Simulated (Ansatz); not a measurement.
```
CELL_PARAMETERS angstrom
3.78763 0.00000 0.00000
-1.89382 3.28018 0.00000
0.00000 0.00000 32.05091
ATOMIC_POSITIONS crystal
S 0.00000 0.00000 0.34320
Zn 0.33333 0.66667 0.36733
S 0.33333 0.66667 0.43969
Zn 0.66667 0.33333 0.46382
S 0.66667 0.33333 0.53618
Zn 0.00000 0.00000 0.56031
S 0.00000 0.00000 0.63267
Zn 0.33333 0.66667 0.65680
```

Not relaxed (largest force 0.9 eV/Å).

Theory: Ansatz, DFT PBEsol, scalar-relativistic, plane waves, PAW.

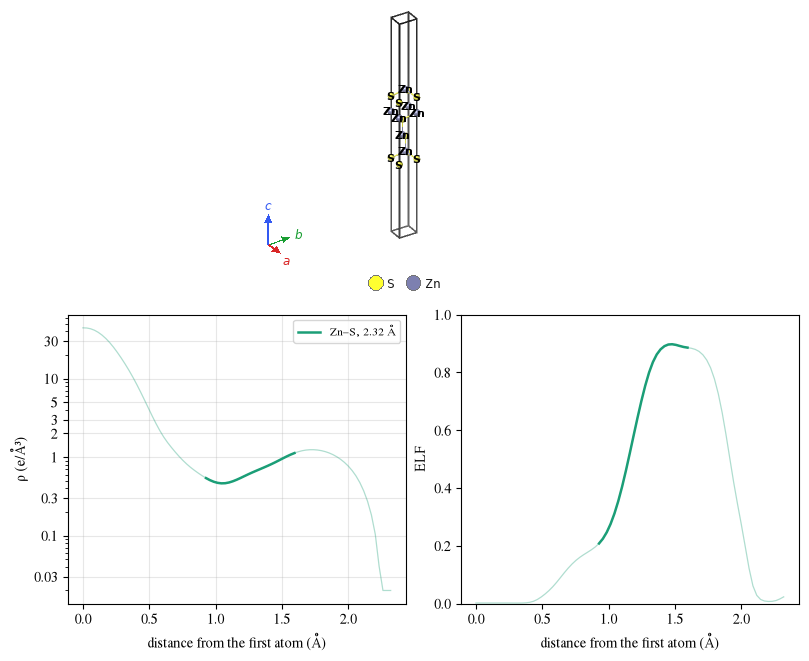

ZnS (slab). Valence electron density and electron localisation function along straight lines between neighbouring atoms. Thin, pale parts lie inside the atomic spheres. The structure is drawn too.

In a PAW calculation such maps are meaningful between the atoms, not at the nuclei.

### What can be read from the curves?

Zn–S (2.32 Å): ρ at the midpoint is about 0.52 e/Å³, with its minimum of 0.46 e/Å³ about 1.0 Å from Zn; the ELF peaks at about 0.90 in the valence shell of S, 0.8 Å from its nucleus, and is about 0.50 at the midpoint.
